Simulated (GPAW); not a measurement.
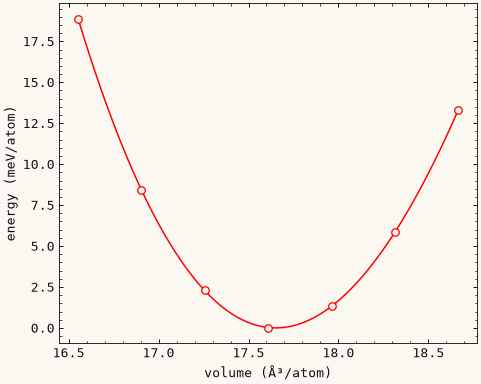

The plot gives the computed energy against volume for MgS, space group Fm-3m (No. 225).

Structure:
```yaml
crystal:
  lattice:
    - [0.00000, 2.60165, 2.60165]
    - [2.60165, 0.00000, 2.60165]
    - [2.60165, 2.60165, 0.00000]
  atoms:
    - { symbol: S, position: [0.50000, 0.50000, 0.50000] }
    - { symbol: Mg, position: [0.00000, 0.00000, 0.00000] }
```

Computed with GPAW 26.7.0: PAW DFT in plane waves, on a grid or in atomic orbitals, no spin polarisation; energies at scaled volumes of the given cell, shape and fractions fixed, counted from the fit's minimum, third-order Birch-Murnaghan fit. Level: r2SCAN.

```
         setting                                 value
          k mesh                                 9×9×9
     occupations                           Fermi–Dirac
  smearing width                               0.05 eV
      potentials  GPAW PAW data sets (gpaw data 1.2.1)
     wave cutoff                                800 eV
program settings                              basis pw
```

This calculation gives: equilibrium volume 17.65 Å³/atom and bulk modulus 79.9 GPa.

Now S is replaced by Se on all its sites, which gives MgSe in the same structure. The second calculation uses k mesh 8×8×8. How do these quantities change?

The equilibrium volume rises from 17.65 to 20.53 Å³/atom (+16 %) and the bulk modulus falls from 79.9 to 66.7 GPa (−17 %).

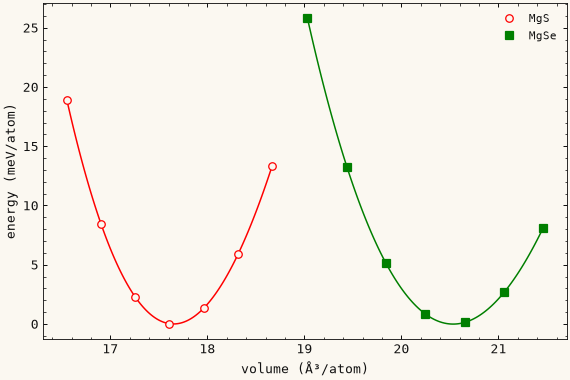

The two results together.

V0 and the bulk modulus come from third-order Birch–Murnaghan fits.
